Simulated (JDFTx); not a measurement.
# InAs: 7 runs along one coordinate

System: InAs (F-43m, 2 atoms in the cell).
Method: Kohn-Sham DFT of a periodic cell, r2SCAN, SG15-PBE-1.2, no spin polarisation (JDFTx 1.7.0 (patched build)).

The 7 runs differ only in the geometry, by an even scaling of the cell at fixed fractional positions. The structure derives from an entry of the Crystallography Open Database.

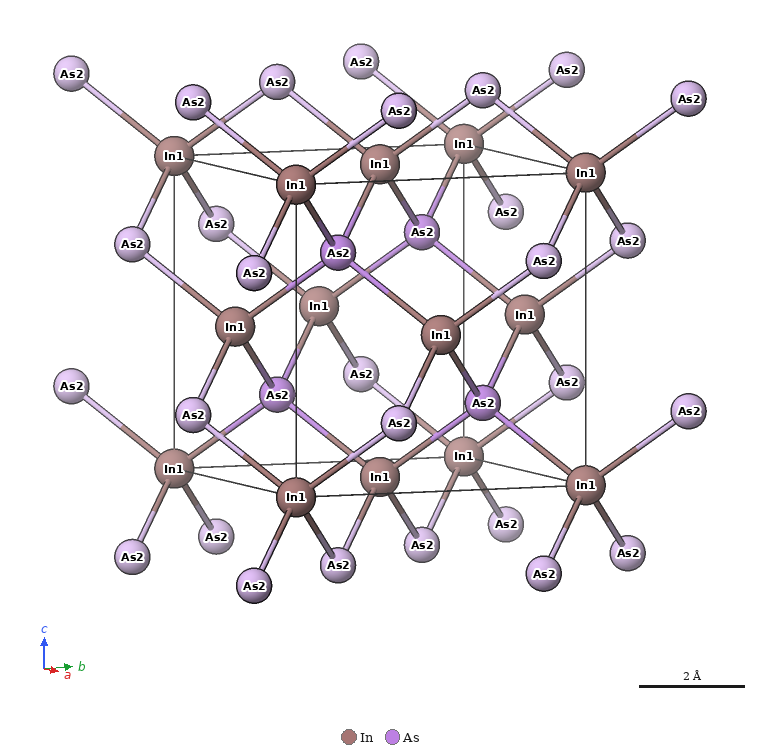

Figure 1. The structure of run 4 (ball-and-stick view of the cell 4 times as large as that of the calculation, set on its symmetry axes, seen at an oblique angle; neighbours outside the cell are drawn fainter; atoms are numbered from 1 in the order of the input). An atom can appear more than once, as a periodic image.

**Input file of run 4**
```
include InAs.lattice
coords-type Lattice
include InAs.ionpos

ion-species pseudo/In.upf
ion-species pseudo/As.upf
elec-cutoff 40 320
elec-ex-corr mgga-x-r2scan mgga-c-r2scan
kpoint-folding 6 6 6
elec-smearing Fermi 0.0018374661
elec-n-bands 15
electronic-SCF nIterations 100 energyDiffThreshold 1e-09
electronic-minimize nIterations 30 energyDiffThreshold 1e-7
forces-output-coords Cartesian

dump-name run.$VAR
dump End Ecomponents EigStats BandEigs Kpoints Forces Stress
```

**File InAs.lattice of run 4**
```
lattice \
    0.0000000000     5.7031934441     5.7031934441 \
    5.7031934441     0.0000000000     5.7031934441 \
    5.7031934441     5.7031934441     0.0000000000
```

**File InAs.ionpos of run 4**
```
ion In     0.0000000000     0.0000000000     0.0000000000 1
ion As     0.7500000000     0.7500000000     0.7500000000 1
```

Command:
```bash
jdftx -c 1 -i InAs.in -o InAs.out
```

Run 6 differs from it as follows:
```diff
-    0.0000000000     5.7031934441     5.7031934441 \
-    5.7031934441     0.0000000000     5.7031934441 \
-    5.7031934441     5.7031934441     0.0000000000
+    0.0000000000     5.7782440697     5.7782440697 \
+    5.7782440697     0.0000000000     5.7782440697 \
+    5.7782440697     5.7782440697     0.0000000000
```

**Results, with one run withheld**

| run | volume per atom (Å³) | free energy per atom, from the lowest run given (meV) | pressure (GPa) | gap on the mesh (eV) |
| --- | --- | --- | --- | --- |
| 1 | 25.840 | 45.33 | 6.34 | 0.14 |
| 2 | 26.389 | 26.29 | 4.69 | 0.00 |
| 3 | 26.939 | 12.77 | 3.19 | 0.00 |
| 4 | 27.489 | 4.16 | 1.83 | 0.00 |
| 5 | 28.039 | 0.00 | 0.60 | 0.00 |
| 6 | 28.588 | ? | ? | ? |
| 7 | 29.138 | 3.20 | −1.47 | 0.00 |

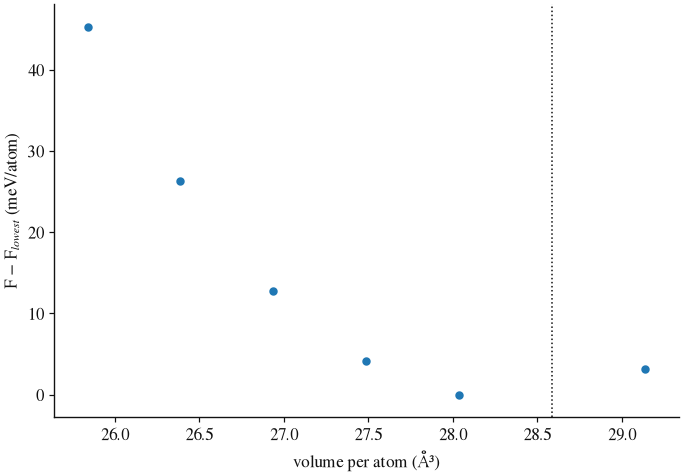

Figure 2. Free energy per atom of the runs given; the dotted line marks run 6.

What should run 6 give?

A cubic polynomial in V^(−2/3) (the Birch–Murnaghan form), fitted to the 6 runs given, misses them by at most 0.01 meV per atom. With x = V^(−2/3) − 0.11038 Å⁻², it reads F = 7.0454 + 5465 x + 9.8874e+05 x² + 2.6305e+06 x³ (meV per atom). At run 6 it gives −0.18 meV per atom, and the run itself gives −0.18. The slope of the fit gives a pressure −dF/dV of −0.48 GPa there, and the run prints −0.50 GPa. The fit has its minimum at 28.338 Å³ per atom, where V d²F/dV² gives 56.2 GPa: the bulk modulus at this level, since symmetry fixes the shape and the positions. The gap on the mesh lies between 0.00 eV (run 2) and 0.14 eV (run 1); run 6 has 0.00 eV. These are gaps of this functional on this mesh, which can miss the band edges; they aren't the measured gap.

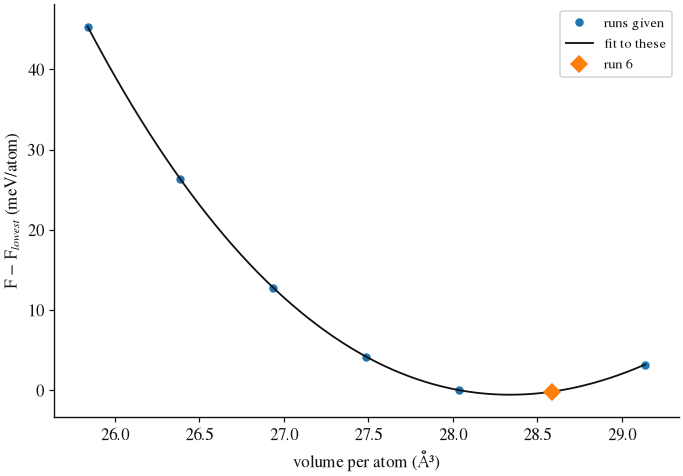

Figure 3. The fit and the withheld run.

**Some lines of the output (run 6)**
```
[...]
unit cell volume = 385.849
     Etot =      -58.2567155645197445
        F =      -58.2567497402528076
	HOMO-LUMO gap: +0.032894
	Optical gap  : +0.054856 at state 1 ( [ +0.000000 +0.000000 +0.166667 ] spin 0 )
```

Notes: Points of doubt noted for this run: metagga forces on grid.
